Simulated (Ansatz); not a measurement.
**GaSb: a changed input and its effect**

System: GaSb (slab, 6 atoms in the cell).
Method of run 1: DFT PBEsol, scalar-relativistic, plane waves, PAW, no spin polarisation (Ansatz 0.2.0).

The structure derives from an entry of the Crystallography Open Database. The input holds or restrains some coordinates. Forces given for the steps count only the free coordinates. Text and figures count atoms from 1; the logs count them from 0 in places.

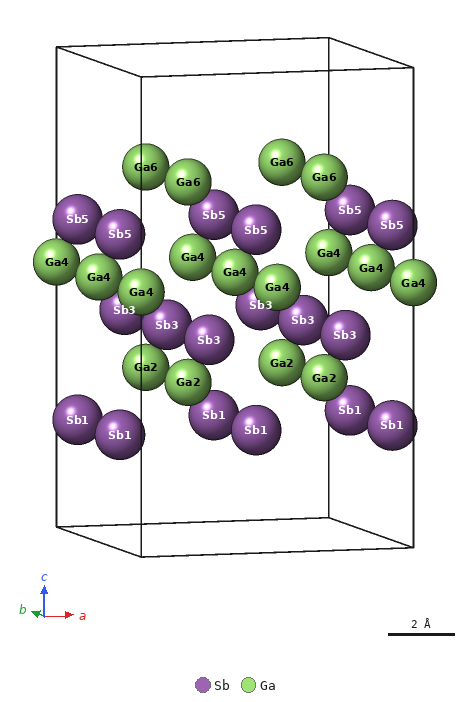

Figure 1. The input geometry (spheres-only view of the 2 × 2 repeat of the cell, with the vacuum cut short, seen slightly off an axis; atoms are numbered from 1 in the order of the input). An atom can appear more than once, as a periodic image.

Input file, run 1:
```yaml
crystal:
  lattice:
    - [4.3212908972, 0.0, 0.0]
    - [0.0, 4.3212908972, 0.0]
    - [0.0, 0.0, 24.6390352422]
  atoms:
    - { symbol: Sb, position: [0.0, 0.5, 0.3449810399] }
    - { symbol: Ga, position: [0.5, 0.5, 0.4069886239] }
    - { symbol: Sb, position: [0.5, 0.0, 0.468996208] }
    - { symbol: Ga, position: [0.0, 0.0, 0.531003792] }
    - { symbol: Sb, position: [0.0, 0.5, 0.5930113761] }
    - { symbol: Ga, position: [0.5, 0.5, 0.6550189601] }
basis:
  ecutwfc: 420
kpoints:
  mp_grid: { grid: [7, 7, 1] }
hamiltonian:
  xc: pbesol
scf:
  occupations: { method: gaussian, width: 0.1 }
output:
  forces: true
  eigenvalues: true
  write_density: true
  write_potential: true
  elf: true
  volumetric_format: npy
relax:
  adjacent_minimum: "off"
  f_tol: 0.03
  max_steps: 70
  constraints: [{ sites: [0, 1, 2] }]
efield:
  axis: 3
  dipole_correction: true
  ramp_width: 0.04
```

Command:
```bash
ansatz run input.yaml --threads 2 --pin off --max-ram 5120MiB --backend cpu --events-out ev --progress --plain --runs-dir out
```

Hardware: 2 threads of AMD EPYC (Zen 5), 32 GiB of memory available, shared host.

Output, shortened to warnings, some set-up lines, iterations and results (run 1):
```
WARN: The output density's exchange-correlation potential varies sharply where the density is thin. Do not read a vacuum level from v_tot or v_xc, or from such a field of the output density. On a cell that repeats whose density bears no net charge and no dipole along the vacuum's axis use v_es (v_loc + v_h of the components); under efield.dipole_correction with no amplitude use v_es + v_field, …
Basis set: ecut = 420 eV, 9003 PW (Γ), exchange–correlation on 60×60×360 points (8 copies of the dense FFT grid, shifted against one another)
Symmetry: 4 space group operations
k-points: 16 of 49
Initial density: superposition of atomic densities (neutral atoms: chi_scale 0, normalization atom), corrected by the library's trained network
[...]
SCF iter   1: F=—  HF=-30451.772224 eV  |F-HF|=—  |Δ(HF+E_count)|=         —  Δρ=2.11e-3  dr2=7.99e-2  ethr=1.77e-3  p=0.089 e·Å  D=3.49e-2 V/Å  ΔV_dip=-0.86 eV  …
SCF iter   2: F=—  HF=-30451.757243 eV  |F-HF|=—  |Δ(HF+E_count)|=   1.50e-2  Δρ=9.37e-4  dr2=1.09e-2  ethr=9.51e-5  p=0.091 e·Å  D=3.57e-2 V/Å  ΔV_dip=-0.88 eV  …
SCF iter   3: F=—  HF=-30451.757422 eV  |F-HF|=—  |Δ(HF+E_count)|=   1.78e-4  Δρ=5.13e-4  dr2=3.36e-3  ethr=1.30e-5  p=0.093 e·Å  D=3.64e-2 V/Å  ΔV_dip=-0.90 eV  …
SCF iter   4: F=—  HF=-30451.757170 eV  |F-HF|=—  |Δ(HF+E_count)|=   2.52e-4  Δρ=3.24e-4  dr2=7.12e-4  ethr=4.00e-6  p=0.093 e·Å  D=3.67e-2 V/Å  ΔV_dip=-0.90 eV  …
SCF iter   5: F=—  HF=-30451.756955 eV  |F-HF|=—  |Δ(HF+E_count)|=   2.15e-4  Δρ=1.48e-4  dr2=1.65e-4  ethr=8.48e-7  p=0.094 e·Å  D=3.70e-2 V/Å  ΔV_dip=-0.91 eV  …
[... 23 lines ...]
SCF iter   4: F=—  HF=-30451.775602 eV  |F-HF|=—  |Δ(HF+E_count)|=   1.37e-6  Δρ=7.65e-6  dr2=1.11e-6  ethr=4.45e-9  p=0.093 e·Å  D=3.67e-2 V/Å  ΔV_dip=-0.90 eV  …
SCF iter   5: F=—  HF=-30451.775602 eV  |F-HF|=—  |Δ(HF+E_count)|=   5.61e-9  Δρ=4.75e-6  dr2=2.63e-7  ethr=1.32e-9  p=0.093 e·Å  D=3.67e-2 V/Å  ΔV_dip=-0.90 eV  …
SCF iter   6: F=-30451.775602 eV  HF=-30451.775602 eV  |F-HF|=1.65e-8  |Δ(HF+E_count)|=   2.21e-8  Δρ=1.07e-6  dr2=3.98e-8  ethr=1.19e-10  p=0.093 e·Å  D=3.67e-2 V/Å  …
SCF 4 converged in 6 iterations: F = -30451.775602 eV  dr2 = 3.98e-8
relax step   4: F+E_penalty+E_count = -30451.77560219 eV  Δ(F+E_penalty+E_count) = -8.941e-5 eV  max|allowed force component| = 9.088e-3 eV/Å  Δτ_max = 0.0069 Å  (6 SCF …
WARN: The output density's exchange-correlation potential varies sharply where the density is thin. Do not read a vacuum level from v_tot or v_xc, or from such a field of the output density. On a cell that repeats whose density bears no net charge and no dipole along the vacuum's axis use v_es …
SCF converged after 6 iterations
Free energy (F): -30451.775602 eV
Harris-Foulkes:  -30451.775602 eV  (|F-HF|=1.65e-8)
Internal energy: -30451.749969 eV  (E = F + TS)
E sigma→0 (E₀):  -30451.762786 eV
Entropy (-TS):   -0.025633 eV (-4.272 meV/atom)
Fermi energy:    -0.269575 eV
Dipole field:    D = 0.036689 V/Å  (p = 0.093289 e·Å, saw-weighted, corrected)
Work function:   Φ+ = 4.3425 eV   Φ− = 5.2465 eV
[...]
```

For run 2 the input was changed thus:
```diff
-  occupations: { method: gaussian, width: 0.1 }
+  occupations: { method: fermi_dirac, width: 0.2 }
+  n_extra_bands: 16
-  write_density: true
-  write_potential: true
-  elf: true
-  volumetric_format: npy
```

How does run 2 compare with run 1?

The total energy of run 2 is 4.0 meV per atom lower, which comes with the changed settings and measures no stability. The largest force goes from 0.331 to 0.233 eV/Å. The SCF takes 21 iterations over all geometry steps against 25.

Output, shortened to warnings, some set-up lines, iterations and results (run 2):
```
Basis set: ecut = 420 eV, 9003 PW (Γ), exchange–correlation on 60×60×360 points (8 copies of the dense FFT grid, shifted against one another)
Symmetry: 4 space group operations
k-points: 16 of 49
Initial density: superposition of atomic densities (neutral atoms: chi_scale 0, normalization atom), corrected by the library's trained network
[...]
SCF iter   1: F=—  HF=-30451.999334 eV  |F-HF|=—  |Δ(HF+E_count)|=         —  Δρ=2.04e-3  dr2=7.80e-2  ethr=1.77e-3  p=0.089 e·Å  D=3.49e-2 V/Å  ΔV_dip=-0.86 eV  …
SCF iter   2: F=—  HF=-30451.986395 eV  |F-HF|=—  |Δ(HF+E_count)|=   1.29e-2  Δρ=7.70e-4  dr2=5.55e-3  ethr=9.29e-5  p=0.077 e·Å  D=3.02e-2 V/Å  ΔV_dip=-0.74 eV  …
SCF iter   3: F=—  HF=-30451.986838 eV  |F-HF|=—  |Δ(HF+E_count)|=   4.43e-4  Δρ=5.37e-4  dr2=1.97e-3  ethr=6.60e-6  p=0.077 e·Å  D=3.02e-2 V/Å  ΔV_dip=-0.74 eV  …
SCF iter   4: F=—  HF=-30451.986287 eV  |F-HF|=—  |Δ(HF+E_count)|=   5.51e-4  Δρ=1.34e-4  dr2=1.11e-4  ethr=2.35e-6  p=0.076 e·Å  D=3.00e-2 V/Å  ΔV_dip=-0.74 eV  …
SCF iter   5: F=—  HF=-30451.986283 eV  |F-HF|=—  |Δ(HF+E_count)|=   4.27e-6  Δρ=4.77e-5  dr2=2.32e-5  ethr=1.32e-7  p=0.077 e·Å  D=3.03e-2 V/Å  ΔV_dip=-0.75 eV  …
[... 19 lines ...]
relax step   3: F+E_penalty+E_count = -30452.01343547 eV  Δ(F+E_penalty+E_count) = -5.441e-3 eV  max|allowed force component| = 1.980e-2 eV/Å  Δτ_max = 0.0406 Å  (7 SCF …
SCF iter   1: F=—  HF=-30452.013452 eV  |F-HF|=—  |Δ(HF+E_count)|=         —  Δρ=1.20e-6  dr2=1.99e-8  ethr=2.37e-11  p=0.077 e·Å  D=3.01e-2 V/Å  ΔV_dip=-0.74 eV  …
SCF iter   2: F=-30452.013435 eV  HF=-30452.013435 eV  |F-HF|=4.50e-9  |Δ(HF+E_count)|=   1.66e-5  Δρ=9.92e-7  dr2=6.41e-9  ethr=2.37e-11  p=0.077 e·Å  D=3.02e-2 V/Å  …
SCF 4 converged in 2 iterations: F = -30452.013435 eV  dr2 = 6.41e-9
relax step   4: F+E_penalty+E_count = -30452.01343548 eV  Δ(F+E_penalty+E_count) = -9.361e-9 eV  max|allowed force component| = 1.979e-2 eV/Å  Δτ_max = 0.0000 Å  (2 SCF …
SCF converged after 2 iterations
Free energy (F): -30452.013435 eV
Harris-Foulkes:  -30452.013435 eV  (|F-HF|=4.50e-9)
Internal energy: -30451.560674 eV  (E = F + TS)
E sigma→0 (E₀):  -30451.787055 eV
Entropy (-TS):   -0.452761 eV (-75.460 meV/atom)
Fermi energy:    -0.249449 eV
Dipole field:    D = 0.030161 V/Å  (p = 0.076689 e·Å, saw-weighted, corrected)
Work function:   Φ+ = 4.4074 eV   Φ− = 5.1505 eV
Levels:          The Fermi level and band energies are counted from a zero that moves with the ramp; work functions are not
--- Per-component energies (eV) ---
  E_band       = -1417.251615
  E_kinetic    = 965.404733
  E_local      = -66825.497492  (includes V_loc(G=0)·N_el)
  E_nonlocal   = 2364.903566
  E_hartree    = 32621.230295
  E_xc         = -614.662373
  E_vxc        = -459.199736  (∫ρ·V_xc dr)
  E_paw        = -19341.024017  (= ΣΔE_a)
  E_vpaw       = -2705.390349  (= ΣTr[D̂ρ^β])
  E_aug_tail   = -0.000352  (compensation charges beyond the density's cutoff)
  E_efield     = 0.001156  (sawtooth field / dipole correction)
  E_vefield    = 0.081593  (∫n·V_field dr)
  E_ewald      = 20374.499304
  E_core_change = 3.584505  (= ΣΔE_core)
  E_smearing   = -0.452761  (= −TS)
  E_closure    = -0.000000  (closes the sum)
  Σ components = -30452.013435   (vs F -30452.013435, Δ=0.00e0)
--- Forces (eV/Å), atoms counted from 1 ---
  atom   1  Sb     0.00000000     0.00000000     0.09279886
  atom   2  Ga     0.00000000     0.00000000    -0.23290703
  atom   3  Sb     0.00000000     0.00000000     0.11851909
  atom   4  Ga     0.00000000     0.00000000     0.01979296
  atom   5  Sb     0.00000000     0.00000000     0.00373235
  atom   6  Ga     0.00000000     0.00000000    -0.00193816
  max |Σ_I F_I| component: 1.94e-6 eV/Å
--- Relaxed structure (4 steps of the walk, 4 accepted, 0 SCFs on fresh bases) ---
  F+E_penalty+E_count = -30452.01343548 eV   max|allowed force component| = 1.979e-2 eV/Å
  atoms:
    - { symbol: Sb, position: [0.0, 0.5, 0.34498103990000006] }
    - { symbol: Ga, position: [0.5, 0.5, 0.4069886239] }
    - { symbol: Sb, position: [0.5, 0.0, 0.4689962080000001] }
    - { symbol: Ga, position: [0.0, 0.0, 0.5308370762309611] }
    - { symbol: Sb, position: [0.0, 0.5, 0.5934180606112008] }
    - { symbol: Ga, position: [0.5, 0.5, 0.6608193902951248] }
```

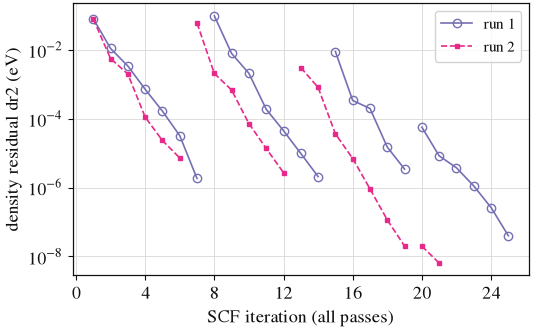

Figure 2. Convergence of the two runs: density residual dr2 against the SCF iteration. A break in a curve parts two SCF passes. Run 1 takes 25 iterations in all, and run 2 takes 21.

The two runs side by side:

| quantity | run 1 | run 2 |
| --- | --- | --- |
| outcome | converged | converged |
| free energy per atom (eV) | −5075.2959 | −5075.3356 |
| energy per atom, smearing taken to zero (eV) | −5075.2938 | −5075.2978 |
| gap on the mesh (eV) | 0.00 | 0.00 |
| work function (eV) | 4.34 | – |
| largest force (eV/Å) | 0.331 | 0.233 |
| SCF iterations | 25 | 21 |
| irreducible k-points | 16 | 16 |
| wall time (shared host) | 23 s | 24 s |

For run 1: Warnings: the exchange-correlation potential is rough where the density is thin. For run 2: These settings are looser than, or depart from, a standard set-up, so the numbers are not reference values for this system.
